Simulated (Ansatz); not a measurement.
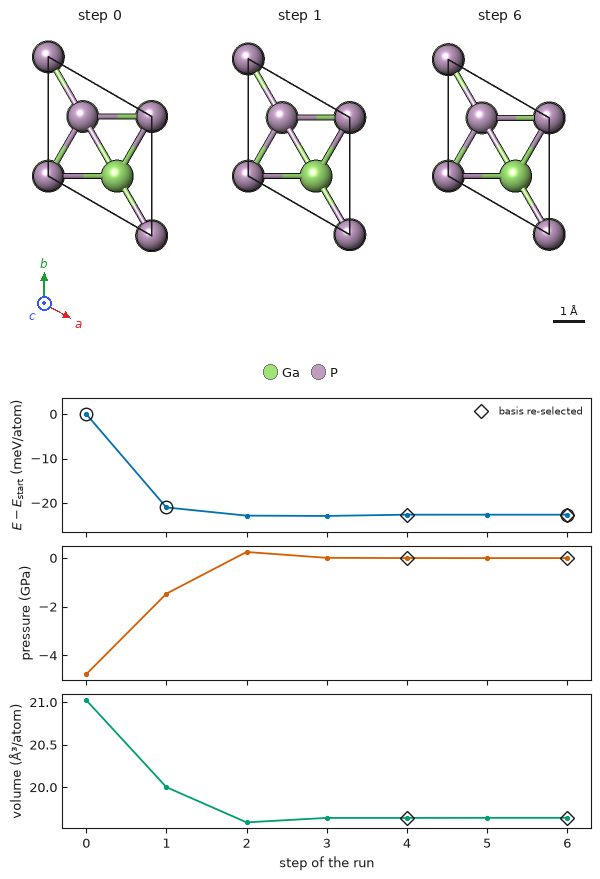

Frames of a relaxation of a crystal of GaP (set up in R-3m), marked on the history of the run. The picture is a ball-and-stick view of the conventional cell (3 times the calculation's cell), seen along the c axis. Lengths and directions refer to the drawn axes.

Case: relaxed functional: LDA.

Method: DFT LDA, scalar-relativistic, plane waves, PAW (Ansatz 0.2.0). Set-up: plane-wave cutoff 420 eV; k-point mesh 12 × 12 × 12; occupations gaussian; smearing width 0.02 eV; no spin polarisation; cell and atoms relaxed; force threshold 0.01 eV/Å; at most 60 steps.

Q: What happens along the run?

A: The largest moves relative to the cell, 0.012 Å, are those of P atoms. By element the largest moves are P 0.012 Å, Ga 0.011 Å. The volume changes by −6.6 %, with a = b 3.886 → 3.795 Å (−2.3 %), c 19.292 → 18.894 Å (−2.1 %). Near-neighbour distances that change, for instance: Ga–Ga 2.494 → 2.420 Å, Ga–P 2.403 → 2.348 Å, P–P 2.214 → 2.194 Å. The space group stays R-3m (No. 166). Over 4 accepted moves (6 points after the start) the energy falls by 22.6 meV per atom. The largest force component goes from 0.12 to 0.00032 eV/Å. Pressure: −4.77 GPa at the start and 0.00 GPa at the end. At 2 points the geometry stayed and the basis and grid were re-selected for the new cell (energy shift of 0.3 meV per atom at most each time). The run took 2.7 min on 1 thread of Arm Neoverse V1, with other jobs on the host, peak memory 0.55 GiB. From step 0 to 1: Ga atoms move most (0.02 Å), volume −4.9 %, energy −21.0 meV per atom. From step 1 to 6: volume −1.8 %, energy −1.6 meV per atom.

```
step  E − E(0), meV/atom  largest force component, eV/Å  pressure, GPa  volume, Å³/atom                      note
   0                0.00                         0.1230          -4.77           21.026                          
   1              -21.01                         0.1035          -1.47           20.002                          
   2              -22.85                         0.0303           0.25           19.588                          
   3              -22.92                         0.0038           0.01           19.640                          
   4              -22.64                         0.0036           0.00           19.640  same geometry, new basis
   5              -22.64                         0.0003           0.00           19.641                          
   6              -22.64                         0.0003           0.00           19.641  same geometry, new basis
```
